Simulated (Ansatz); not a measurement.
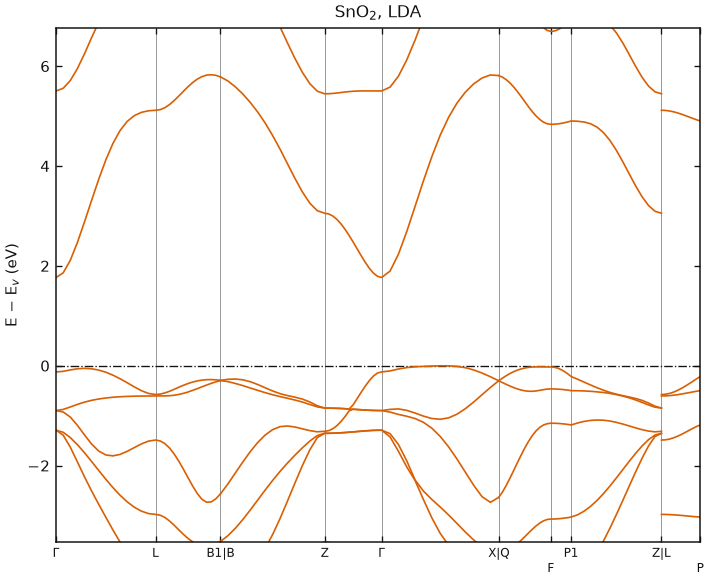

Band structure. Energies are counted from the top of the valence band.

Question: Which Bravais lattice do the labels of the path belong to?

Answer: A rhombohedral lattice: the path Γ–L–B1|B–Z–Γ–X|Q–F–P1–Z|L–P runs through the special points of its Brillouin zone.

Structure: SnO₂, space group R-3m (No. 166), 3 atoms in the primitive cell; a = 3.234 Å, c = 14.402 Å (hexagonal axes).

Method: LDA, Ansatz PAW, no spin polarisation, no spin-orbit coupling, 10×10×10 k mesh, 420 eV cutoff, Fermi-Dirac smearing of 0.05 eV (Ansatz 0.2.0).

Question: Is there a gap? Give its size, its kind and where the band edges lie.

Answer: The material is gapped. The gap along this path is 1.77 eV and indirect, from the valence-band top between Γ and X to the conduction-band bottom at Γ; the smallest direct gap is 1.89 eV, at Γ. At F the top valence band lies only 0.02 eV lower.

Question: How much do the top valence band and the lowest conduction band disperse along the path?

Answer: The top valence band spans 0.9 eV and the lowest conduction band 4.1 eV.

Question: What are the direct gaps at P1, F and L?

Answer: The direct gaps are 5.12 eV at P1, 4.86 eV at F and 5.69 eV at L.

The PAW data sets were made with another functional. LDA, GGA and most meta-GGA functionals understate gaps. The cell is at −9 GPa in this functional. The usual form of SnO2 is rutile. In reduced coordinates of the cell that was run, L is (0.5, 0, 0), B1 is (0.5, 0.192, −0.192), B is (0.808, 0.5, 0.192), Z is (0.5, 0.5, 0.5), X is (0.346, 0, −0.346), Q is (0.654, 0.346, 0), F is (0.5, 0.5, 0), P1 is (0.654, 0.654, 0.192) and P is (0.808, 0.346, 0.346).
